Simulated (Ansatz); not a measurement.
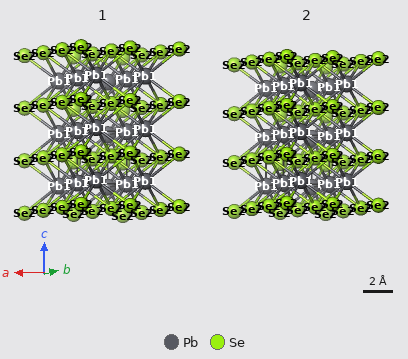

Two geometries of solid PbSe (built on the CsCl type), drawn at one scale. One is the start of a relaxation, the other its converged end. A ball-and-stick model of the cell of the calculation, repeated 1 × 2 × 2 with one cell outlined, seen from a free direction.

All numbers below come from DFT, PBEsol, plane waves, PAW (Ansatz). Set-up: plane-wave cutoff 420 eV; k-point mesh 6 × 6 × 6; occupations fermi dirac; smearing width 0.03 eV; no spin polarisation; cell and atoms relaxed; force threshold 0.01 eV/Å; at most 120 steps.

Question: Which of the two is the end point?

Answer: Structure 1 is the relaxed one. The atoms keep their places relative to the cell (all moves are under 0.005 Å). The drawn cell changes as follows: a = b = c 3.445 → 3.702 Å (+7.5 %); the volume changes by +24.1 %. Among the contacts that change: Pb1–Se2 2.983 → 3.206 Å. The space group stays Pm-3m (No. 221). After 4 accepted moves (5 points after the start) the energy has fallen by 0.509 eV per cell of the calculation. All forces vanish by symmetry, so only the cell relaxes. Pressure: 20.58 GPa at the start and 0.00 GPa at the end. At 1 point the geometry stayed and the basis and grid were re-selected for the new cell (energy shift of 1.1 meV per cell of the calculation at most each time).
